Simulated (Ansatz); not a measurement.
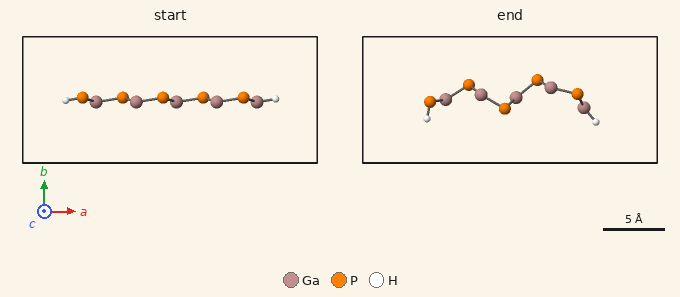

The structure of a wire of composition Ga₅P₅H₂ before (left) and after (right) a relaxation, at one scale.

A ball-and-stick model of the 2 repeat of the cell, with the vacuum cut short, seen along the c axis.

Case: zigzag ribbon, 5 formula units a period, edges capped with H, edge spins parallel.

All numbers below come from DFT PBEsol, scalar-relativistic, plane waves, PAW in Ansatz 0.2.0.

Input
```yaml
crystal:
  lattice:
    - [26.4, 0.0, 0.0]
    - [0.0, 9.7, 0.0]
    - [0.0, 0.0, 3.8580479846]
  atoms:
    - { symbol: Ga, position: [0.2651706784, 0.4812569258, 0.5] }
    - { symbol: Ga, position: [0.3917300558, 0.4812569258, 1.0] }
    - { symbol: Ga, position: [0.5182894332, 0.4812569258, 0.5] }
    - { symbol: Ga, position: [0.6448488106, 0.4812569258, 1.0] }
    - { symbol: Ga, position: [0.771408188, 0.4812569258, 0.5], spin: 1.0 }
    - { symbol: P, position: [0.2229842192, 0.5187430742, 1.0], spin: 1.0 }
    - { symbol: P, position: [0.3495435966, 0.5187430742, 0.5] }
    - { symbol: P, position: [0.4761029741, 0.5187430742, 1.0] }
    - { symbol: P, position: [0.6026623515, 0.5187430742, 0.5] }
    - { symbol: P, position: [0.7292217289, 0.5187430742, 1.0] }
    - { symbol: H, position: [0.8301009921, 0.5073336244, 0.5] }
    - { symbol: H, position: [0.1698990079, 0.4951577799, 0.0] }
basis:
  ecutwfc: 420
kpoints:
  mp_grid: { grid: [1, 1, 14] }
hamiltonian:
  xc: pbesol
scf:
  occupations: { method: gaussian, width: 0.05 }
output:
  forces: true
  stress: true
  eigenvalues: true
  populations: true
  write_density: true
  write_potential: true
  elf: true
  volumetric_format: npy
magnetization:
  spin_polarized: true
relax:
  adjacent_minimum: "off"
  f_tol: 0.02
  max_steps: 45
  cell: { fix: [a, b, alpha, beta, gamma], stress_tol: 0.03 }
```

Launched with:
```bash
ansatz run input.yaml --threads 4 --pin off --max-ram 11264MiB --backend cpu --events-out ev --progress --plain --runs-dir out
```

> What changed between the two?

The run was cut off at its time limit before the relaxation converged, so the last structure is only a point on the way. The atom that moves furthest relative to the centre of the atoms is H11 (2.53 Å). Largest moves by element: H 2.53 Å, P 1.54 Å, Ga 1.28 Å. Along the periodic axis the drawn cell goes c 7.716 → 7.558 Å (−2.1 %). Some distances before and after: Ga1–P6 2.257 → 2.298 Å, Ga2–P7 2.257 → 2.295 Å, Ga1–P7 2.257 → 2.279 Å, Ga5–H11 1.570 → 1.555 Å. Among the angles between lasting bonds that change: Ga2–P8–Ga3 117.5° → 98.4°, Ga1–P7–Ga2 117.5° → 100.5°, Ga1–P6–H12 117.5° → 100.6°. Over 18 accepted moves (19 points after the start) the energy falls by 0.678 eV per cell of the calculation. The largest force component goes from 0.46 to 0.096 eV/Å. The line search rejected the trial step at point 14 of the run. The program noted that the starting moments weren't kept.
